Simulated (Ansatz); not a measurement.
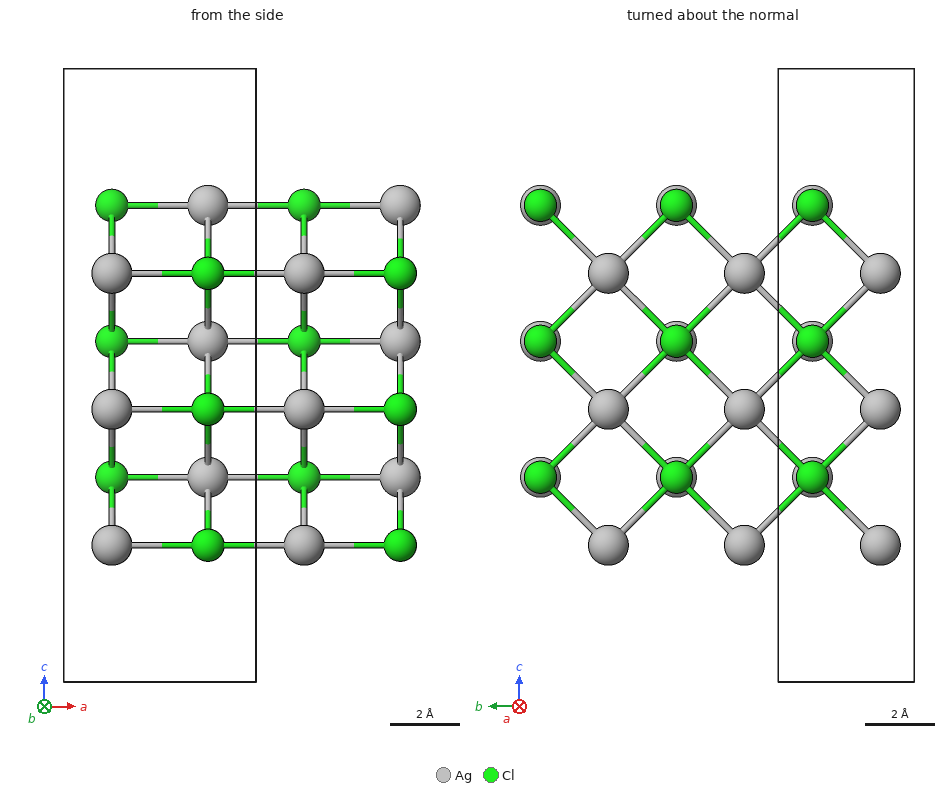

A ball-and-stick picture of a periodic slab, seen from the side and turned about the normal. The surface normal points up in side views; the box is the simulation cell. 2×3 cells are drawn in the plane, with atoms at the edges repeated.

The cell holds 6 Ag, 6 Cl.

> Name the terminations.

The top face ends in Ag and Cl, the bottom face in Ag and Cl. The two faces are alike.

> How far does the slab extend along the normal?

About 10 Å from the lowest to the highest atom, with about 8 Å of vacuum to the next image.

> Count the planes and say what each contains, starting at the top.

Six planes: AgCl / AgCl / AgCl / AgCl / AgCl / AgCl.

Its origin is a structure listed in the Materials Project. The cell was then strained or its atoms displaced on purpose. A calculation with Ansatz used it as input.
